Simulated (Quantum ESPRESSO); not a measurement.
**Run report: SiO$_{2}$, band-structure run (part 2 of 2)**

Continued. System: SiO$_{2}$ (I-42d, 6 atoms in the cell). Method: Kohn-Sham DFT of a periodic cell, LDA, PseudoDojo 0.4.1 SR LDA standard, no spin polarisation (Quantum ESPRESSO 7.5); cutoff 1142.88 eV, 8×8×8 k-mesh, fermi-dirac of 0.05 eV. The structure derives from a Materials Project entry.

Geometry of the input (Å; fractional positions):
```
-2.4773  2.4773  3.6557
2.4773  -2.4773  3.6557
2.4773  2.4773  -3.6557
Si 0.7500  0.2500  0.5000
Si 0.0000  0.0000  0.0000
O  0.8750  0.0282  0.6532
O  0.7782  0.1250  0.1532
O  0.9718  0.6250  0.8468
O  0.3750  0.2218  0.3468
```

Output, continued:
```
          k = 0.3204 0.1068 0.1448 (  7857 PWs)   bands (ev):

   -18.1251 -16.8444 -16.3291 -16.2878  -8.0367  -5.6237  -4.9017  -4.6438
    -2.2824  -1.9883  -1.5921  -1.2309  -1.0542  -0.3312   0.0777   0.3016
     7.7643   9.7688   9.9119  10.6467  10.7966  11.8941  12.2130  12.6733

          k = 0.4272 0.2136 0.1448 (  7873 PWs)   bands (ev):

   -17.8820 -17.1517 -16.3363 -16.3077  -7.5254  -6.1144  -4.6856  -4.5438
    -2.4273  -2.1065  -1.6768  -1.2533  -0.8430  -0.4316  -0.0957   0.2245
     8.7138   9.7504   9.9125  10.3586  10.9730  11.6793  12.0811  12.7993

          k = 0.5340 0.3204 0.1448 (  7871 PWs)   bands (ev):

   -17.6787 -17.3796 -16.3377 -16.3189  -7.1265  -6.5092  -4.5493  -4.5434
    -2.4642  -2.1412  -1.7612  -1.2616  -0.6850  -0.5081  -0.1695   0.1703
     9.5252   9.5829   9.7950  10.1518  11.0680  11.4131  12.4957  12.6050

          k = 0.1068-0.1068 0.1448 (  7863 PWs)   bands (ev):

   -18.3427 -16.5060 -16.3209 -16.2836  -8.5217  -5.2778  -5.0129  -4.8618
    -2.0772  -1.7017  -1.6290  -1.2351  -1.1253  -0.2760   0.3238   0.3497
     6.7803   9.3190  10.3238  10.6946  11.4900  11.6504  12.2004  13.1535

          k = 0.3204 0.0000 0.2171 (  7862 PWs)   bands (ev):

   -18.1116 -16.8661 -16.3272 -16.2890  -8.0161  -5.5159  -4.9362  -4.7084
    -2.2967  -1.9343  -1.6477  -1.2074  -1.1021  -0.3425   0.0516   0.3042
     7.8684   9.6528   9.8366  10.5641  10.8916  11.8719  12.1934  12.9810

          k = 0.4272 0.1068 0.2171 (  7876 PWs)   bands (ev):

   -17.9813 -17.0357 -16.3331 -16.2973  -7.7520  -5.7778  -4.8160  -4.6387
    -2.4385  -1.9770  -1.6685  -1.1827  -0.9762  -0.4218  -0.0895   0.2837
     8.5582   9.3312   9.9173  10.3937  11.0716  11.7776  11.9836  13.1482

          k = 0.5340 0.2136 0.2171 (  7865 PWs)   bands (ev):

   -17.8593 -17.1770 -16.3401 -16.3092  -7.4791  -6.0955  -4.6686  -4.6081
    -2.4659  -2.0174  -1.7909  -1.0607  -0.8105  -0.6388  -0.1226   0.2328
     8.9651   9.5077   9.8399  10.2248  11.1732  11.4421  12.2991  13.2588

          k = 0.1068-0.2136 0.2171 (  7869 PWs)   bands (ev):

   -18.1881 -16.7475 -16.3289 -16.2918  -8.1604  -5.4769  -4.8976  -4.7795
    -2.0992  -1.9678  -1.7088  -1.2116  -1.0753  -0.3713   0.1715   0.3013
     7.4634   9.5926  10.0281  10.6413  11.0892  11.7391  12.2242  13.3143

          k =-0.4272-0.0000-0.2895 (  7868 PWs)   bands (ev):

   -18.0154 -16.9968 -16.3293 -16.2931  -7.8352  -5.6225  -4.8741  -4.6949
    -2.4345  -1.9016  -1.6613  -1.2139  -1.0775  -0.3597  -0.0627   0.2942
     8.5247   9.1393   9.9055  10.4687  11.0548  11.8376  11.9675  13.4195

          k =-0.3204 0.1068-0.2895 (  7871 PWs)   bands (ev):

   -18.0184 -16.9857 -16.3332 -16.2980  -7.8156  -5.7088  -4.8089  -4.6962
    -2.3793  -1.9400  -1.7258  -1.1642  -1.0138  -0.4493  -0.0238   0.2834
     8.2944   9.5324   9.8149  10.5017  10.9860  11.7910  12.1065  13.3389

          k =-0.2136 0.2136-0.2895 (  7875 PWs)   bands (ev):

   -18.0214 -16.9745 -16.3383 -16.3019  -7.7953  -5.7860  -4.7351  -4.7159
    -2.3125  -1.9932  -1.7835  -1.0375  -1.0041  -0.5745   0.0391   0.2572
     8.1583   9.7253   9.9201  10.3965  11.0323  11.6495  12.3025  13.3833

          k = 0.2136 0.2136 0.1448 (  7879 PWs)   bands (ev):

   -18.1642 -16.7860 -16.3295 -16.2864  -8.1152  -5.6474  -4.8335  -4.6846
    -2.1914  -2.0130  -1.5997  -1.1724  -1.1429  -0.3216   0.2030   0.2755
     7.5655   9.7054   9.9963  10.5642  11.1073  11.8520  12.1160  12.9237

          k = 0.3204 0.3204 0.1448 (  7874 PWs)   bands (ev):

   -17.8849 -17.1486 -16.3339 -16.3076  -7.5256  -6.1885  -4.6265  -4.5397
    -2.2980  -2.2562  -1.5833  -1.3693  -0.8752  -0.3962   0.0823   0.1426
     8.5821   9.8298   9.9694  10.4787  11.0222  11.7920  12.1113  12.4405

          k = 0.4272 0.4272 0.1448 (  7866 PWs)   bands (ev):

   -17.5328 -17.5328 -16.3267 -16.3267  -6.8483  -6.8483  -4.5080  -4.5080
    -2.3286  -2.3286  -1.5462  -1.5462  -0.5677  -0.5677   0.0429   0.0429
     9.4511   9.4511  10.1828  10.1828  11.4362  11.4362  12.1356  12.1356

          k = 0.0000 0.0000 0.1448 (  7884 PWs)   bands (ev):

   -18.4040 -16.3676 -16.3168 -16.3168  -8.6678  -5.0817  -5.0817  -5.0040
    -2.0357  -1.7545  -1.3174  -1.2465  -1.2465  -0.2729   0.3746   0.3746
     6.4855   9.1393  10.7704  10.7704  10.9950  12.3083  12.3083  12.6541

          k = 0.3204 0.2136 0.2171 (  7874 PWs)   bands (ev):

   -17.9857 -17.0257 -16.3355 -16.2985  -7.7393  -5.9107  -4.7216  -4.6316
    -2.3395  -2.1231  -1.6475  -1.1157  -0.9754  -0.4783   0.0223   0.2504
     8.3187   9.7962   9.8280  10.4568  10.9107  11.8376  12.0689  12.9852

          k = 0.4272 0.3204 0.2171 (  7887 PWs)   bands (ev):

   -17.7247 -17.3315 -16.3351 -16.3157  -7.2173  -6.4485  -4.5759  -4.5432
    -2.4262  -2.2281  -1.6179  -1.2595  -0.7057  -0.5313  -0.0939   0.1426
     9.2387   9.7401   9.8036  10.1207  11.2307  11.6408  12.0233  12.6278

          k = 0.0000-0.1068 0.2171 (  7873 PWs)   bands (ev):

   -18.2958 -16.5641 -16.3233 -16.3088  -8.3908  -5.2358  -4.9913  -4.9172
    -1.9588  -1.7966  -1.6800  -1.2952  -1.1780  -0.3250   0.2767   0.3122
     6.9673   9.3213  10.4101  10.6899  11.3365  11.7707  12.4049  13.0411

          k = 0.4272 0.2136 0.2895 (  7878 PWs)   bands (ev):

   -17.8800 -17.1564 -16.3372 -16.3038  -7.5401  -6.0632  -4.6733  -4.6153
    -2.4579  -2.0831  -1.6860  -1.0703  -0.8786  -0.5531  -0.1041   0.2458
     8.9684   9.3534   9.8589  10.2866  11.1617  11.7578  11.8477  13.2611

          k = 0.5340 0.3204 0.2895 (  7883 PWs)   bands (ev):

   -17.8024 -17.2444 -16.3379 -16.3104  -7.3679  -6.2768  -4.6050  -4.5863
    -2.4375  -2.1770  -1.6585  -1.1166  -0.7132  -0.6497  -0.0898   0.1836
     9.0359   9.7448   9.7965  10.1267  11.1676  11.6035  12.1097  12.8641

          k =-0.0000-0.2136 0.2895 (  7881 PWs)   bands (ev):

   -18.1251 -16.8314 -16.3296 -16.3074  -8.0070  -5.5013  -4.8837  -4.7785
    -2.1615  -1.8516  -1.7825  -1.3393  -1.0672  -0.4002   0.0920   0.2743
     7.7173   9.6050   9.9548  10.6465  11.1454  11.7379  12.3042  13.4804

          k = 0.1068-0.1068 0.2895 (  7892 PWs)   bands (ev):

   -18.1640 -16.7651 -16.3329 -16.3142  -8.0726  -5.4647  -4.8493  -4.8434
    -1.9812  -1.8821  -1.8341  -1.2957  -1.1700  -0.4279   0.1840   0.2453
     7.5093   9.4804  10.2821  10.5468  11.5163  11.5317  12.4314  13.2688

          k =-0.8544-0.3204-0.2171 (  7869 PWs)   bands (ev):

   -17.9810 -17.0314 -16.3331 -16.3061  -7.7330  -5.7186  -4.8471  -4.6593
    -2.4214  -1.8901  -1.7092  -1.3225  -0.9449  -0.4090  -0.1291   0.2683
     8.5403   9.3228   9.8398  10.5256  11.0500  11.8680  12.0568  13.4746

          k =-0.7476-0.2136-0.2171 (  7883 PWs)   bands (ev):

   -17.9849 -17.0147 -16.3390 -16.3165  -7.6932  -5.7875  -4.7662  -4.6924
    -2.3106  -1.9126  -1.8011  -1.2395  -1.0302  -0.5459   0.0064   0.2166
     8.2724   9.6845   9.8917  10.4412  11.2101  11.6578  12.4156  13.5538

          k = 0.0000 0.4272-0.1448 (  7880 PWs)   bands (ev):

   -18.0178 -16.9873 -16.3326 -16.2977  -7.8134  -5.6994  -4.9160  -4.5934
    -2.4254  -1.9633  -1.6212  -1.2821  -0.9058  -0.3684  -0.1451   0.2831
     8.3142   9.4999  10.0556  10.3364  11.0278  11.8419  11.9725  12.9005

          k =-0.7476-0.3204-0.1448 (  7885 PWs)   bands (ev):

   -17.8786 -17.1516 -16.3395 -16.3147  -7.5044  -5.9908  -4.7665  -4.5711
    -2.4662  -1.9936  -1.7281  -1.2505  -0.7951  -0.5449  -0.1955   0.2216
     8.9715   9.3282   9.8952  10.3563  11.1260  11.5861  12.2491  13.2541

          k =-0.6408-0.2136-0.1448 (  7878 PWs)   bands (ev):

   -17.8007 -17.2377 -16.3437 -16.3227  -7.3173  -6.1911  -4.6293  -4.6148
    -2.4333  -2.0745  -1.7545  -1.1687  -0.8407  -0.6770  -0.0794   0.1425
     9.0220   9.7699   9.8252  10.1007  11.2555  11.3010  12.7214  13.2483

          k = 0.0000 0.3204-0.0724 (  7862 PWs)   bands (ev):

   -18.1877 -16.7561 -16.3270 -16.2826  -8.1707  -5.5012  -5.0319  -4.6205
    -2.2904  -1.8726  -1.5712  -1.2835  -1.0122  -0.2885   0.0753   0.3251
     7.4995   9.7482   9.9770  10.7194  10.9162  11.6454  12.3524  12.5644

          k = 0.1068 0.4272-0.0724 (  7866 PWs)   bands (ev):

   -17.9846 -17.0244 -16.3358 -16.3036  -7.7230  -5.8730  -4.8441  -4.5310
    -2.4251  -2.0187  -1.6247  -1.3081  -0.8266  -0.3919  -0.1451   0.2498
     8.3299   9.7164  10.1062  10.4658  10.9372  11.5332  12.0781  12.8298

          k =-0.6408-0.3204-0.0724 (  7875 PWs)   bands (ev):

   -17.7228 -17.3281 -16.3395 -16.3236  -7.1789  -6.3975  -4.6230  -4.5121
    -2.4461  -2.1772  -1.6758  -1.3462  -0.6747  -0.5483  -0.1490   0.1223
     9.2508   9.7816   9.8662  10.2219  10.9913  11.2454  12.4821  13.0655

          k = 0.0000 0.2136 0.0000 (  7853 PWs)   bands (ev):

   -18.3425 -16.5231 -16.3189 -16.2655  -8.5327  -5.3111  -5.1193  -4.7234
    -2.1987  -1.6045  -1.5809  -1.2506  -1.1202  -0.2300   0.2821   0.3832
     6.8055   9.4479  10.0898  10.8410  11.4429  11.5295  12.2144  13.0742

          k = 0.1068 0.3204 0.0000 (  7875 PWs)   bands (ev):

   -18.1637 -16.7877 -16.3284 -16.2864  -8.1135  -5.6321  -4.9390  -4.5904
    -2.3150  -1.8732  -1.5396  -1.3541  -1.0277  -0.2632   0.0912   0.3051
     7.5828   9.8051   9.9607  10.6489  11.2261  11.4421  12.2998  12.5200

          k = 0.2136 0.4272 0.0000 (  7871 PWs)   bands (ev):

   -17.8840 -17.1470 -16.3350 -16.3119  -7.5100  -6.1641  -4.6819  -4.4905
    -2.4042  -2.1187  -1.6048  -1.4620  -0.8231  -0.3581  -0.0351   0.1736
     8.5864   9.9019   9.9739  10.7341  10.9931  11.1829  12.0860  12.8664

          k =-0.5340-0.3204 0.0000 (  7856 PWs)   bands (ev):

   -17.5313 -17.5313 -16.3302 -16.3302  -6.8240  -6.8240  -4.5073  -4.5073
    -2.3271  -2.3271  -1.5890  -1.5890  -0.5603  -0.5603   0.0229   0.0229
     9.4694   9.4694  10.3367  10.3367  10.9901  10.9901  12.5243  12.5244

          k = 0.4272 0.4272 0.2895 (  7876 PWs)   bands (ev):

   -17.5326 -17.5326 -16.3271 -16.3271  -6.8377  -6.8377  -4.5400  -4.5400
    -2.3577  -2.3577  -1.4248  -1.4248  -0.5889  -0.5889  -0.0099  -0.0099
     9.7403   9.7403   9.7565   9.7565  11.5202  11.5202  12.1589  12.1589

          k = 0.0000 0.0000 0.2895 (  7900 PWs)   bands (ev):

   -18.2134 -16.6781 -16.3299 -16.3299  -8.1689  -5.3583  -4.8925  -4.8925
    -1.9038  -1.7944  -1.6746  -1.3861  -1.3861  -0.4037   0.2444   0.2444
     7.2771   9.3477  10.6048  10.6048  11.2041  12.2657  12.6079  12.6079

          k =-0.0000-0.1068 0.3619 (  7892 PWs)   bands (ev):

   -18.0557 -16.9092 -16.3366 -16.3321  -7.8036  -5.6535  -4.7873  -4.7534
    -2.0467  -1.9253  -1.6937  -1.4365  -1.2949  -0.5151   0.1309   0.2003
     7.8768   9.4977  10.3237  10.5529  11.4715  11.8146  12.5896  13.1606

          k =-0.8544-0.2136-0.1448 (  7880 PWs)   bands (ev):

   -17.8803 -17.1403 -16.3416 -16.3290  -7.4559  -5.9691  -4.7488  -4.6083
    -2.3620  -1.9207  -1.7819  -1.3091  -1.0527  -0.5800  -0.0933   0.1961
     8.6383   9.6699   9.7893  10.4788  11.2818  11.8967  12.3291  13.6245

          k =-0.7476-0.1068-0.1448 (  7892 PWs)   bands (ev):

   -17.8825 -17.1322 -16.3439 -16.3355  -7.4270  -5.9943  -4.6722  -4.6633
    -2.2101  -2.0654  -1.6492  -1.3555  -1.2392  -0.6480   0.0765   0.1224
     8.4742   9.5795  10.2368  10.3610  11.5862  11.6312  12.7371  13.2832

          k = 0.0000 0.5340-0.0724 (  7880 PWs)   bands (ev):

   -17.8570 -17.1740 -16.3428 -16.3187  -7.4398  -6.0244  -4.8111  -4.5178
    -2.4875  -1.9488  -1.7861  -1.2257  -0.7428  -0.4806  -0.3917   0.2187
     8.9479   9.4559   9.9304  10.3564  11.1335  11.7076  12.1198  13.1902

          k =-0.7476-0.2136-0.0724 (  7892 PWs)   bands (ev):

   -17.7208 -17.3229 -16.3456 -16.3341  -7.1238  -6.3159  -4.6631  -4.5502
    -2.4015  -2.1167  -1.6787  -1.2955  -0.9257  -0.6918  -0.1104   0.1210
     9.1807   9.6821   9.7631  10.2638  11.2727  11.5956  12.6668  13.4253

          k = 0.0000 0.4272 0.0000 (  7862 PWs)   bands (ev):

   -18.0201 -16.9777 -16.3368 -16.3015  -7.7907  -5.7725  -4.9320  -4.5226
    -2.4334  -1.9543  -1.6637  -1.2657  -0.7607  -0.4107  -0.2181   0.2675
     8.1904   9.6974  10.2655  10.4036  11.0999  11.2789  12.1417  12.8082

          k = 0.1068 0.5340 0.0000 (  7885 PWs)   bands (ev):

   -17.7993 -17.2399 -16.3432 -16.3224  -7.3126  -6.1940  -4.7419  -4.4950
    -2.4760  -2.0833  -1.6956  -1.2793  -0.6311  -0.6126  -0.2948   0.1707
     9.0246   9.6660   9.9843  10.2730  11.0585  11.4215  12.2998  13.2093

          k =-0.6408-0.2136 0.0000 (  7868 PWs)   bands (ev):

   -17.5276 -17.5276 -16.3388 -16.3388  -6.7503  -6.7503  -4.5614  -4.5614
    -2.3335  -2.3335  -1.4934  -1.4934  -0.6914  -0.6914  -0.0295  -0.0295
     9.7368   9.7368   9.8359   9.8359  11.1727  11.1727  13.0369  13.0370

          k =-0.0000-0.0000 0.4343 (  7884 PWs)   bands (ev):

   -17.9115 -17.0920 -16.3430 -16.3430  -7.4633  -5.9375  -4.6761  -4.6761
    -2.0453  -1.9743  -1.5774  -1.5774  -1.4468  -0.6713   0.1425   0.1425
     8.2821   9.4551  10.5120  10.5120  11.5513  12.1295  12.8405  12.8405

          k =-0.8544-0.1068-0.0724 (  7908 PWs)   bands (ev):

   -17.7220 -17.3163 -16.3474 -16.3436  -7.0774  -6.3016  -4.6291  -4.5819
    -2.2278  -2.0421  -1.7218  -1.4289  -1.2044  -0.8115   0.0454   0.1314
     8.8421   9.4391  10.2536  10.4685  11.6362  11.9437  12.7074  13.2533

          k = 0.0000 0.6408-0.0000 (  7878 PWs)   bands (ev):

   -17.6735 -17.3733 -16.3489 -16.3353  -7.0262  -6.3823  -4.6871  -4.5162
    -2.4297  -1.9573  -1.8657  -1.1231  -1.0684  -0.7320  -0.1713   0.1591
     9.3661   9.5246   9.6735  10.3799  11.3190  11.9402  12.3818  13.5162

          k =-0.7476-0.1068-0.0000 (  7890 PWs)   bands (ev):

   -17.5248 -17.5248 -16.3459 -16.3459  -6.6943  -6.6943  -4.5796  -4.5796
    -2.2237  -2.2237  -1.5422  -1.5422  -0.9448  -0.9448   0.0544   0.0544
     9.2965   9.2965  10.2413  10.2413  11.6496  11.6496  13.0724  13.0724

          k =-0.8544-0.8544-0.5790 (  7960 PWs)   bands (ev):

   -17.5239 -17.5239 -16.3484 -16.3484  -6.6771  -6.6771  -4.5754  -4.5754
    -2.0948  -2.0948  -1.6749  -1.6749  -1.0443  -1.0443   0.1085   0.1085
     9.1268   9.1268  10.4856  10.4856  11.9199  11.9199  12.9328  12.9328

     the Fermi energy is     1.7144 ev

!    total energy              =    -149.74459661 Ry
     estimated scf accuracy    <          1.2E-09 Ry
     smearing contrib. (-TS)   =      -0.00000000 Ry
     internal energy E=F+TS    =    -149.74459661 Ry

     The total energy is F=E-TS. E is the sum of the following terms:
     one-electron contribution =     -96.00177218 Ry
     hartree contribution      =      63.04131408 Ry
     xc contribution           =     -39.90403577 Ry
     ewald contribution        =     -76.88010274 Ry

     convergence has been achieved in  10 iterations

     Forces acting on atoms (cartesian axes, Ry/au):

     atom    1 type  1   force =     0.00000000   -0.00000000   -0.00000000
     atom    2 type  1   force =     0.00000000    0.00000000    0.00000000
     atom    3 type  2   force =     0.00765185    0.00000000    0.00000000
     atom    4 type  2   force =    -0.00000000    0.00765185   -0.00000000
     atom    5 type  2   force =    -0.00000000   -0.00765185   -0.00000000
     atom    6 type  2   force =    -0.00765185   -0.00000000    0.00000000

     Total force =     0.015304     Total SCF correction =     0.000025

     Computing stress (Cartesian axis) and pressure

          total   stress  (Ry/bohr**3)                   (kbar)     P=      -29.21
  -0.00019993  -0.00000000   0.00000000          -29.41       -0.00        0.00
   0.00000000  -0.00019993   0.00000000            0.00      -29.41        0.00
   0.00000000  -0.00000000  -0.00019591            0.00       -0.00      -28.82

=------------------------------------------------------------------------------=
   JOB DONE.
=------------------------------------------------------------------------------=
```

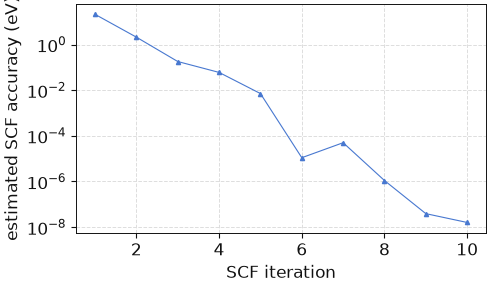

Convergence of the self-consistent field: estimated SCF accuracy against the iteration. The field takes 10 iterations in all.

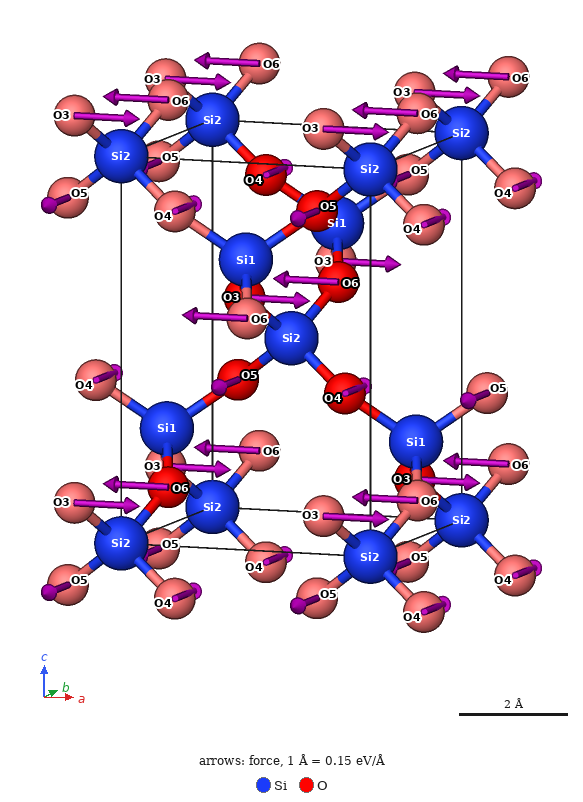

Forces on the atoms as pink arrows (ball-and-stick view of the cell 2 times as large as that of the calculation, set on its symmetry axes, seen slightly off an axis; neighbours outside the cell are drawn fainter; atoms are numbered from 1 in the order of the input). The largest act on all 4 O atoms (0.20 eV/Å). The geometry is not a stationary point of this energy.

Key numbers:

```csv
quantity,value
outcome,converged
space group (tolerance 0.01 Å),I-42d (122)
electrons treated,32
free energy,−2037.3790 eV
Fermi energy of the self-consistent step,1.714 eV
gap on the k-point mesh,5.74 eV
gap on the band path,5.74 eV
pressure,−2.92 GPa
largest force (length of the vector),0.197 eV/Å
wall time,5.9 min
peak memory,0.27 GiB
```
